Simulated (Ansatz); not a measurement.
**HfO₂: band-structure calculation**

System: HfO₂ (P4₂/mnm, 6 atoms in the cell).
Method: DFT, r2SCAN, plane waves, PAW, no spin polarisation (Ansatz 0.2.0).

The structure was built on a prototype by a generator. The geometry comes from this level: r2SCAN (a point of a series of strains). It belongs to a series of runs on one base structure; here: epitaxial_xy strain +1.0%. Figures and captions count atoms from 1; the log counts them from 0 in places.

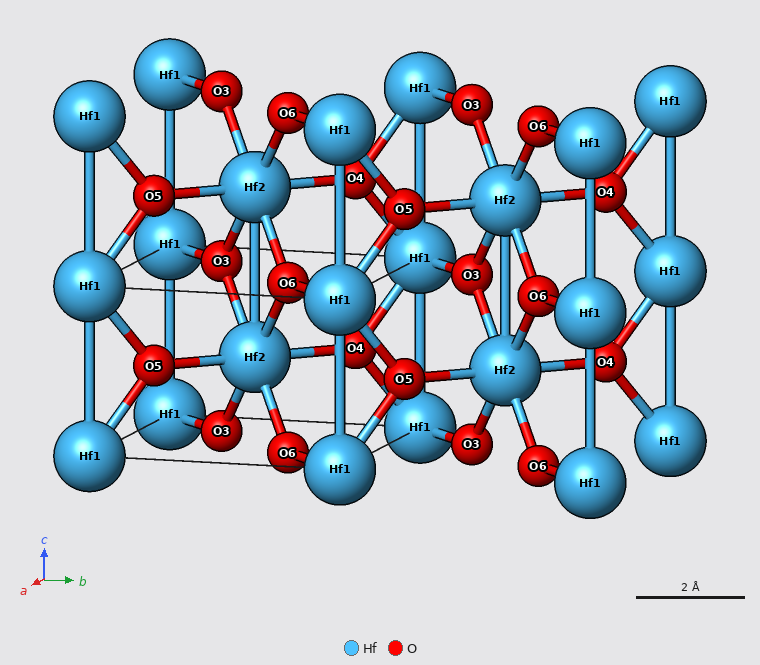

Figure 1. The structure (ball-and-stick view of the cell of the calculation, repeated 1 × 2 × 2, seen slightly off an axis; atoms are numbered from 1 in the order of the input). An atom can appear more than once, as a periodic image. Near neighbours in the periodic cell (some may lie outside the picture): Hf has 2 Hf at 3.20 Å and 6 O at 2.09 to 2.11 Å; O has 3 Hf at 2.09 to 2.11 Å.

**Input file**
```yaml
crystal:
  lattice:
    - [4.886665006, 0.0, 0.0]
    - [0.0, 4.886665006, 0.0]
    - [0.0, 0.0, 3.2007995828]
  atoms:
    - { symbol: Hf, position: [0.0, 0.0, 0.0] }
    - { symbol: Hf, position: [0.5, 0.5, 0.5] }
    - { symbol: O, position: [0.3048903323, 0.3048903323, 0.0] }
    - { symbol: O, position: [0.1951096677, 0.8048903323, 0.5] }
    - { symbol: O, position: [0.8048903323, 0.1951096677, 0.5] }
    - { symbol: O, position: [0.6951096677, 0.6951096677, 0.0] }
kpoints:
  mp_grid: { grid: [6, 6, 8] }
  band_path:
    path:
      - [0.0, 0.0, 0.0]
      - [0.0, 0.5, 0.0]
      - [0.5, 0.5, 0.0]
      - [0.0, 0.0, 0.5]
      - [0.0, 0.5, 0.5]
      - [0.5, 0.5, 0.5]
    npoints: 1
hamiltonian:
  xc: r2scan
scf:
  occupations: { method: fixed }
  n_extra_bands: 5
output:
  forces: true
  stress: true
  eigenvalues: true
  write_density: true
  write_potential: true
  elf: true
  volumetric_format: npy
```

Hardware: 2 threads of AMD EPYC (Zen 3), 144 GiB of memory available, shared host.

Run as:
```bash
ansatz run input.yaml --threads 2 --pin off --max-ram 20275MiB --backend cpu --events-out ev --progress --plain --runs-dir out
```

**Output**
```
scf.n_extra_bands = 5 over 38 filled bands (N_el = 76.0): the run solves 43 bands
Engine: ansatz 0.2.0, x86_64-unknown-linux-gnu
Pseudopotentials: kind: paw
Pseudopotential: Hf, paw, valence charge 26, recommended cutoff 500 eV (meta_gga), Hf.paw.azcp
Pseudopotential: O, paw, valence charge 6, recommended cutoff 500 eV (meta_gga), O.paw.azcp
Functional definition: r2SCAN
  parameter k0 = 0.174
  parameter k1 = 0.065
  parameter a1 = 4.9479
  exchange = r2scan_x(k0 = k0, k1 = k1, a1 = a1)
  correlation = r2scan_c
Crystal: 6 atoms, lattice volume = 76.433 Å³
Basis set: ecut = 500 eV, 1947 PW (Γ), exchange–correlation on 144×144×96 points (64 copies of the dense FFT grid, shifted against one another)
Bands: 43, of which v1, the nominal top of the filled ones, is band 38 counted from 1 (37 counted from 0)
Symmetry: 16 space group operations
Space group: P42/mnm (ITA 136), of the structure as read, at distance tolerance 4.2e-5 Å
k-points: 50 of 288
Non-local potential: Hf, projectors of the file, l = 0: 3, l = 1: 2, l = 2: 2, l = 3: 3
Non-local potential: O, projectors of the file, l = 0: 2, l = 1: 2, l = 2: 1
PAW form: soft (Blöchl's): semilocal exchange-correlation on the pseudo side does not see the compensation charge
PAW frozen core: Hf, regenerated for the run's functional (the file was generated under x = pbe(κ = 0.804, μ = 0.2195149727645171), c = pbe(β = 0.06672455060314922))
PAW frozen core: O, regenerated for the run's functional (the file was generated under x = pbe(κ = 0.804, μ = 0.2195149727645171), c = pbe(β = 0.06672455060314922))
PAW one-centre angular grid: Hf, 974 points (default); XC on 160 Gauss nodes
PAW one-centre angular grid: O, 302 points (default); XC on 160 Gauss nodes
Initial density: superposition of atomic densities (neutral atoms: chi_scale 0, normalization atom), corrected by the library's trained network
Initial wavefunctions: pseudopotential atomic-orbital guess
Functional: x = r2scan, c = r2scan; τ floored in thin density (d = 2e-4 eV/Å³)
SCF iter   1: F=—  HF=-33752.549715 eV  |F-HF|=—  |Δ(HF+E_count)|=         —  Δρ=1.09e-2  dr2=7.90e-2  dr2_τ=3.96e-1  ethr=1.77e-3  ⟨swp⟩=3.9  Hψ=6383  notcnv=0  defer=74
preconditioner: auto → Resta (q_TF=auto, 2.726 Å⁻¹)  ε∞=5.0  [insulator: Δε(μ)=4.614 eV  Ē_g=18.006 eV  n_scr=30 (ndim 8)  ℏωp=36.0 eV  f_vac=0.096  ε∞_Penn≈5.0]
SCF iter   2: F=—  HF=-33752.604579 eV  |F-HF|=—  |Δ(HF+E_count)|=   5.49e-2  Δρ=5.36e-3  dr2=1.69e-2  dr2_τ=3.06e-3  ethr=1.04e-4  ⟨swp⟩=2.0  Hψ=4551  notcnv=0  defer=149
SCF iter   3: F=—  HF=-33752.603577 eV  |F-HF|=—  |Δ(HF+E_count)|=   1.00e-3  Δρ=3.40e-3  dr2=4.32e-3  dr2_τ=7.78e-4  ethr=2.23e-5  ⟨swp⟩=2.0  Hψ=3500  notcnv=0  defer=150
SCF iter   4: F=—  HF=-33752.603590 eV  |F-HF|=—  |Δ(HF+E_count)|=   1.29e-5  Δρ=8.18e-4  dr2=5.40e-4  dr2_τ=9.82e-5  ethr=5.69e-6  ⟨swp⟩=2.0  Hψ=3498  notcnv=0  defer=150
SCF iter   5: F=—  HF=-33752.603571 eV  |F-HF|=—  |Δ(HF+E_count)|=   1.91e-5  Δρ=2.25e-4  dr2=2.29e-5  dr2_τ=3.28e-6  ethr=7.11e-7  ⟨swp⟩=2.0  Hψ=3959  notcnv=0  defer=150
SCF iter   6: F=—  HF=-33752.603587 eV  |F-HF|=—  |Δ(HF+E_count)|=   1.61e-5  Δρ=6.75e-5  dr2=2.96e-6  dr2_τ=4.01e-7  ethr=3.01e-8  ⟨swp⟩=2.0  Hψ=2702  notcnv=0  defer=51
SCF iter   7: F=—  HF=-33752.603587 eV  |F-HF|=—  |Δ(HF+E_count)|=   1.90e-7  Δρ=1.27e-5  dr2=1.74e-7  dr2_τ=8.93e-9  ethr=3.89e-9  ⟨swp⟩=2.0  Hψ=3632  notcnv=0  defer=51
SCF iter   8: F=-33752.603587 eV  HF=-33752.603587 eV  |F-HF|=3.67e-9  |Δ(HF+E_count)|=   2.17e-8  Δρ=2.71e-6  dr2=6.73e-9  dr2_τ=7.71e-10  ethr=1.32e-10  ⟨swp⟩=13.3  Hψ=15297  notcnv=0
SCF 1 converged in 8 iterations: F = -33752.603587 eV  dr2 = 6.73e-9
  greatest PAW one-centre occupation: 0.999 electrons in one spin orbital (limit 2), on the Hf atom at site 1 (counted from 0), in its partial waves of l = 3
```

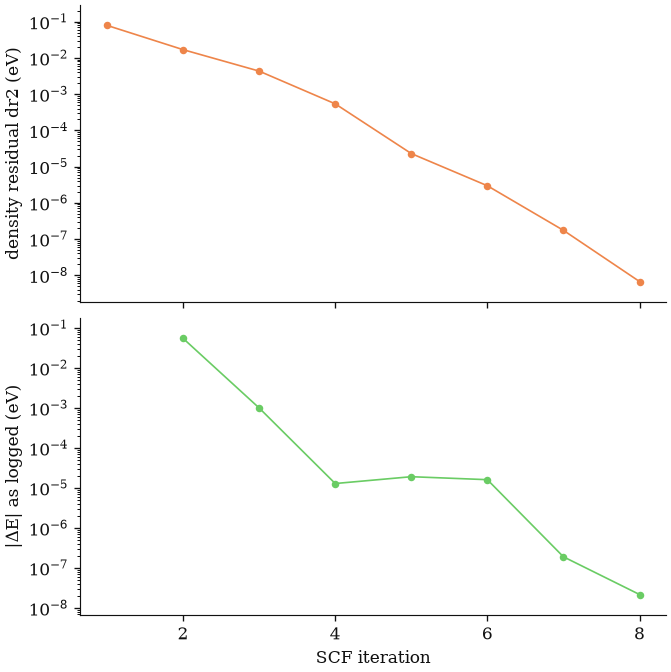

Figure 2. Convergence of the self-consistent field: density residual dr2 and size of the energy change against the SCF iteration. The residual falls at every step.

```
NSCF: frozen V_eff on 6 k-points
SCF converged after 8 iterations
Free energy (F): -33752.603587 eV
Harris-Foulkes:  -33752.603587 eV  (|F-HF|=3.67e-9)
Internal energy: -33752.603587 eV  (E = F + TS)
E sigma→0 (E₀):  -33752.603587 eV
Fermi energy:    11.758247 eV
--- Per-component energies (eV) ---
  E_band       = -203.220886
  E_kinetic    = 1544.698818
  E_local      = -13135.912871  (includes V_loc(G=0)·N_el)
  E_nonlocal   = -2304.372163
  E_hartree    = 5973.606071
  E_xc         = -860.111953
  E_vxc        = -1008.587825  (∫ρ·V_xc dr)
  E_paw        = -14543.728867  (= ΣΔE_a)
  E_vpaw       = 2697.927776  (= ΣTr[D̂ρ^β])
  E_aug_tail   = 0.004066  (compensation charges beyond the density's cutoff)
  E_vtau       = 55.805339  (kinetic-family band-sum trace: ∫τ·v_τ [+ j·A + Jᵃ·Aᵃ] dr)
  E_ewald      = -10427.301966
  E_core_change = 0.515280  (= ΣΔE_core)
  E_smearing   = -0.000000  (= −TS)
  E_closure    = 0.000000  (closes the sum)
  Σ components = -33752.603587   (vs F -33752.603587, Δ=0.00e0)
--- Forces (eV/Å), atoms counted from 1 ---
  atom   1  Hf     0.00000000    -0.00000000    -0.00000000
  atom   2  Hf    -0.00000000     0.00000000    -0.00000000
  atom   3  O     -0.00389170    -0.00389170    -0.00000000
  atom   4  O      0.00389170    -0.00389170     0.00000000
  atom   5  O     -0.00389170     0.00389170    -0.00000000
  atom   6  O      0.00389170     0.00389170     0.00000000
  max |Σ_I F_I| component: 3.04e-18 eV/Å
--- Stress (GPa, compression-positive) ---
       -3.780516       0.000000       0.000000
        0.000000      -3.780516       0.000000
        0.000000       0.000000       0.009700
  P = ⅓ Tr σ = -2.5171 GPa (-25.171 kbar)
--- Band table (eV; the first three rows and the last of 50) ---
  k-point 0: bands = ["-50.2503", "-50.2413", "-18.5219", "-18.5219", "-18.2278", "-18.2278", "-18.1002", "-18.0461", "-6.7824", "-6.0550", "-5.0091", "-5.0091", "1.3816", "1.3816", "1.3926", "1.4289", "1.4299", "1.4299", "1.4369", "1.4369", "1.4583", "1.4643", "1.4777", "1.4848", "1.5535", "1.5535", "6.3127", "6.7767", "7.5330", "8.2752", "8.2752", "9.8969", "9.8969", "10.2105", "11.1091", "11.3221", "11.3221", "11.7582", "16.2189", "16.4339", "17.4860", "17.8997", "17.8997"]
  k-point 1: bands = ["-50.2468", "-50.2384", "-18.4942", "-18.4942", "-18.2252", "-18.2252", "-18.1968", "-18.1491", "-6.6028", "-5.9243", "-5.1137", "-5.1137", "1.3867", "1.3867", "1.3988", "1.4310", "1.4322", "1.4322", "1.4375", "1.4375", "1.4554", "1.4602", "1.4743", "1.4750", "1.5414", "1.5414", "6.5716", "6.9730", "7.6974", "8.2331", "8.2331", "9.7682", "10.1022", "10.1022", "10.5726", "11.1298", "11.1298", "11.6668", "16.5388", "16.8926", "17.3678", "17.8272", "17.8272"]
  k-point 2: bands = ["-50.2381", "-50.2316", "-18.4231", "-18.4231", "-18.4210", "-18.3882", "-18.2223", "-18.2223", "-6.1617", "-5.6294", "-5.3626", "-5.3626", "1.4004", "1.4004", "1.4190", "1.4290", "1.4353", "1.4353", "1.4414", "1.4414", "1.4484", "1.4509", "1.4534", "1.4776", "1.5134", "1.5134", "7.2436", "7.4413", "8.1737", "8.2661", "8.2661", "8.8616", "9.5433", "10.4345", "10.4345", "10.6423", "10.6423", "11.3293", "17.1963", "17.1990", "17.7776", "17.8715", "17.8715"]
  k-point 49: bands = ["-50.2238", "-50.2238", "-18.7112", "-18.7112", "-18.2833", "-18.2833", "-18.2611", "-18.2611", "-5.7571", "-5.7571", "-5.3192", "-5.3192", "1.4237", "1.4237", "1.4324", "1.4324", "1.4353", "1.4353", "1.4404", "1.4404", "1.4442", "1.4442", "1.4711", "1.4711", "1.4865", "1.4865", "7.7126", "7.7126", "7.8546", "7.8546", "8.6946", "8.6946", "9.6291", "9.6291", "10.7189", "10.7189", "11.2619", "11.2619", "17.3719", "17.3719", "18.0289", "18.0289", "18.8492"]
```

**File bands.tsv**
```
# k_distance	band_0	band_1	band_2	band_3	band_4	band_5	band_6	band_7	band_8	band_9	band_10	band_11	band_12	band_13	band_14	band_15	band_16	band_17	band_18	band_19	band_20	band_21	band_22	band_23	band_24	band_25	band_26	band_27	band_28	band_29	band_30	band_31	band_32	band_33	band_34	band_35	band_36	band_37	band_38	band_39	band_40	band_41	band_42
# fermi_ev = 11.758247
# lock_threshold_ev = 1e-6
# [0, 0, 0] at k_distance = 0.000000
# [0, 0.5, 0] at k_distance = 0.642891
# [0.5, 0.5, 0] at k_distance = 1.285782
# [0, 0, 0.5] at k_distance = 2.623677
# [0, 0.5, 0.5] at k_distance = 3.266568
# [0.5, 0.5, 0.5] at k_distance = 3.909459
# levels_relative_to = fermi_ev
# free_energy_ev = -33752.603587
# largest_residual_norms_ev = 1.509e-3 1.848e-3 2.037e-4 2.001e-3 3.244e-4 1.142e-3 1.442e-4 4.018e-4 6.415e-4 8.362e-4 8.634e-4 8.985e-4 7.240e-4 1.160e-3 7.551e-4 7.761e-4 5.051e-4 7.149e-4 5.110e-4 5.736e-4 6.652e-4 5.960e-4 7.061e-4 7.522e-4 5.686e-4 7.728e-4 1.023e-3 1.357e-3 9.922e-4 1.193e-3 1.136e-3 1.416e-3 1.303e-3 1.108e-3 1.200e-3 1.306e-3 1.360e-3 4.666e-4 1.425e-3 1.568e-3 1.091e-3 1.910e-3 1.230e-3
0.000000	-62.008584	-61.999535	-30.280141	-30.280140	-29.986070	-29.986070	-29.858440	-29.804393	-18.540685	-17.813205	-16.767383	-16.767383	-10.376669	-10.376669	-10.365623	-10.329304	-10.328394	-10.328394	-10.321311	-10.321311	-10.299937	-10.293977	-10.280536	-10.273456	-10.204789	-10.204789	-5.445545	-4.981554	-4.225226	-3.483022	-3.483022	-1.861327	-1.861327	-1.547721	-0.649169	-0.436194	-0.436194	0.000000	4.460652	4.675650	5.727747	6.141470	6.141470
0.642891	-62.004042	-62.004042	-30.192888	-30.192888	-30.083420	-30.083420	-29.831358	-29.831358	-17.858005	-17.858005	-17.140739	-17.140739	-10.344217	-10.344217	-10.337100	-10.337100	-10.327699	-10.327699	-10.325762	-10.325762	-10.296827	-10.296827	-10.288116	-10.288116	-10.281522	-10.281522	-4.218106	-4.218106	-3.392745	-3.392745	-2.787254	-2.787254	-2.699774	-2.699774	-1.342604	-1.342604	-0.629325	-0.629325	5.119437	5.119437	6.718337	6.718337	6.962541
1.285782	-62.004024	-62.004024	-30.297695	-30.297695	-29.975210	-29.975210	-29.831204	-29.831204	-18.118886	-18.118886	-16.826299	-16.826299	-10.377325	-10.377325	-10.348432	-10.348432	-10.326994	-10.326994	-10.313165	-10.313165	-10.296684	-10.296684	-10.275979	-10.275979	-10.227712	-10.227712	-5.218126	-5.218126	-3.552124	-3.552124	-2.280908	-2.280908	-1.741044	-1.741044	-1.057531	-1.057531	-0.810423	-0.810423	4.670228	4.670228	6.197005	6.197005	7.122806
2.623677	-61.982115	-61.982115	-30.470775	-30.470775	-30.037873	-30.037873	-30.017100	-30.017100	-17.465167	-17.465167	-17.144624	-17.144624	-10.335988	-10.335988	-10.327670	-10.327670	-10.319885	-10.319885	-10.319543	-10.319543	-10.314370	-10.314370	-10.286822	-10.286822	-10.275051	-10.275051	-3.958942	-3.958942	-3.238742	-3.238742	-3.056858	-3.056858	-2.154314	-2.154314	-1.960742	-1.960742	-0.991552	-0.991552	6.032137	6.032137	6.495483	6.495483	6.773167
3.266568	-61.982099	-61.982099	-30.501493	-30.501493	-30.019118	-30.019118	-30.002018	-30.002018	-17.845636	-17.845636	-16.725959	-16.725959	-10.351091	-10.351091	-10.330371	-10.330371	-10.322236	-10.322236	-10.315135	-10.315135	-10.310302	-10.310302	-10.302651	-10.302651	-10.227057	-10.227057	-4.596674	-4.596674	-3.621296	-3.621296	-2.387438	-2.387438	-1.746500	-1.746500	-1.733355	-1.733355	-0.871037	-0.871037	4.695477	4.695477	6.910074	6.910074	7.363595
3.909459	-61.982082	-61.982082	-30.469471	-30.469471	-30.041540	-30.041540	-30.019357	-30.019357	-17.515366	-17.515366	-17.077410	-17.077410	-10.334591	-10.334591	-10.325834	-10.325834	-10.322922	-10.322922	-10.317840	-10.317840	-10.314078	-10.314078	-10.287161	-10.287161	-10.271746	-10.271746	-4.045666	-4.045666	-3.903644	-3.903644	-3.063634	-3.063634	-2.129150	-2.129150	-1.039322	-1.039322	-0.496298	-0.496298	5.613633	5.613633	6.270651	6.270651	7.090952
```

**File rho_z.tsv**
```
# z_ang	rho[e/angstrom^3]
# format = ansatz-planar-average/11
# lattice	4.886665006	0.000000000	0.000000000
# lattice	0.000000000	4.886665006	0.000000000
# lattice	0.000000000	0.000000000	3.200799583
# sites	6
# site	72	0.000000000	0.000000000	0.000000000
# site	72	2.443332503	2.443332503	1.600399791
# site	8	1.489896918	1.489896918	0.000000000
# site	8	0.953435585	3.933229421	1.600399791
# site	8	3.933229421	0.953435585	1.600399791
# site	8	3.396768088	3.396768088	0.000000000
0.000000	1.716811e0
0.133367	1.604298e0
0.266733	1.310707e0
0.400100	9.462925e-1
0.533467	6.302148e-1
0.666833	4.323958e-1
0.800200	3.673185e-1
0.933567	4.323958e-1
1.066933	6.302148e-1
1.200300	9.462925e-1
1.333666	1.310707e0
1.467033	1.604298e0
1.600400	1.716811e0
1.733766	1.604298e0
1.867133	1.310707e0
2.000500	9.462925e-1
2.133866	6.302148e-1
2.267233	4.323958e-1
2.400600	3.673185e-1
2.533966	4.323958e-1
2.667333	6.302148e-1
2.800700	9.462925e-1
2.934066	1.310707e0
3.067433	1.604298e0
```

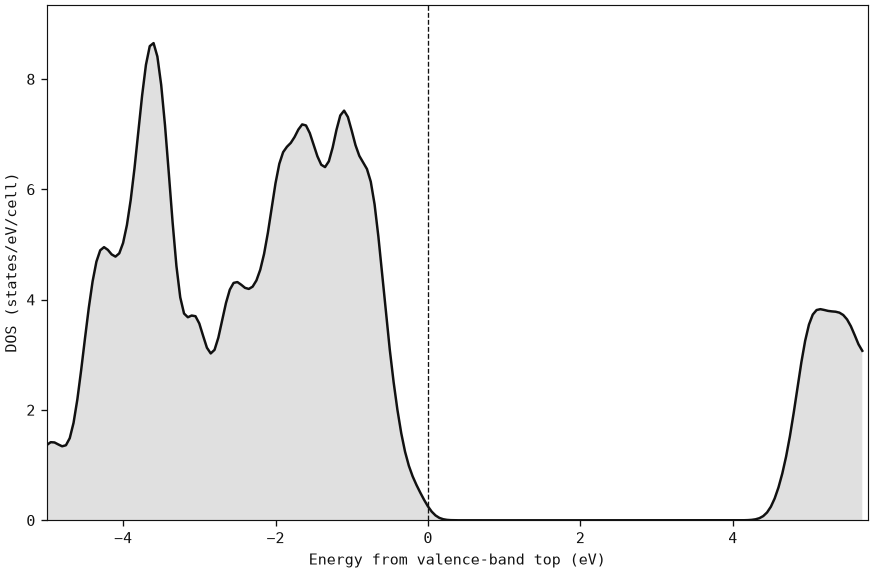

Figure 3. Density of states (the curve is built from the levels of the k mesh with Gaussians 0.3 eV wide, which also blur the band edges), with energies from the valence-band top. There is a gap of 4.46 eV on the k-point mesh. Small ripples come from the finite k-point mesh.

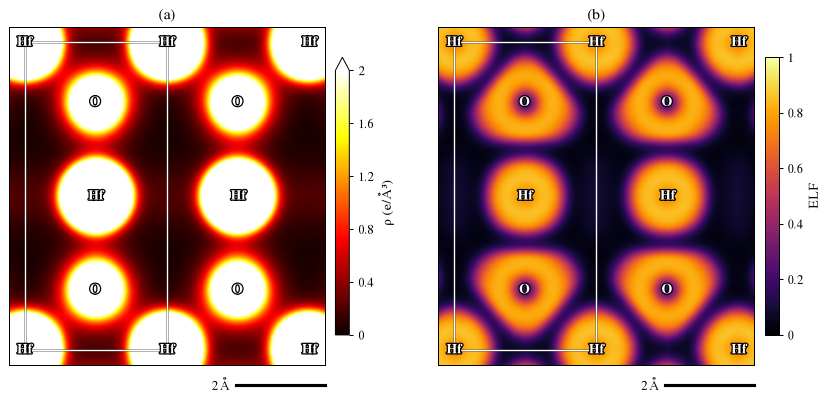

Figure 4. (a) valence charge density (pseudo); (b) electron localisation function on the (110) plane of the conventional cell. Atoms in the plane: Hf and O. Hf–O (2.09 Å): ρ at the midpoint is about 0.75 e/Å³; the ELF peaks at about 0.80 in the valence shell of O, 0.6 Å from its nucleus, and drops to about 0.15 between the two atoms. Hf–Hf (3.20 Å): ρ at the midpoint is about 0.2 e/Å³; the ELF is about 0.10 at the midpoint. Away from the nuclei the density in this plane falls to 0.05 e/Å³ at its lowest. The strong features right at Hf lie inside the PAW spheres (semicore, d or f shells) and say nothing about bonding. Core electrons are frozen (PAW), so the fields are smoothed inside the atomic spheres.

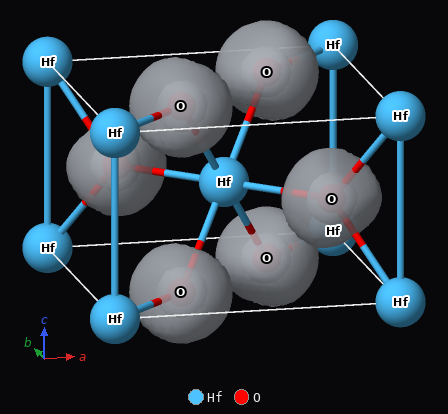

Figure 5. Isosurface of the ELF at 0.75 (grey), seen slightly off an axis. Core shells and regions of very low density are left out. Sticks mark near contacts. The outline is the cell set on symmetry axes. Values along the shortest contacts: Hf–O (2.09 Å): the ELF peaks at about 0.80 in the valence shell of O, 0.6 Å from its nucleus, and drops to about 0.15 between the two atoms. Hf–Hf (3.20 Å): the ELF is about 0.10 at the midpoint.

**Key numbers**

| quantity | value |
| --- | --- |
| outcome | converged |
| space group (tolerance 0.01 Å) | P4₂/mnm (136) |
| electrons treated | 76 |
| free energy | −33752.6036 eV |
| Fermi energy | 11.758 eV |
| gap on the k-point mesh | 4.46 eV |
| pressure | −2.52 GPa |
| largest force (length of the vector) | 0.006 eV/Å |
| wall time | 8.2 s (CPU time 16 s) |
| peak memory | 0.8 GiB |

**Remarks**

Spin–orbit coupling is left out, which matters for Hf.
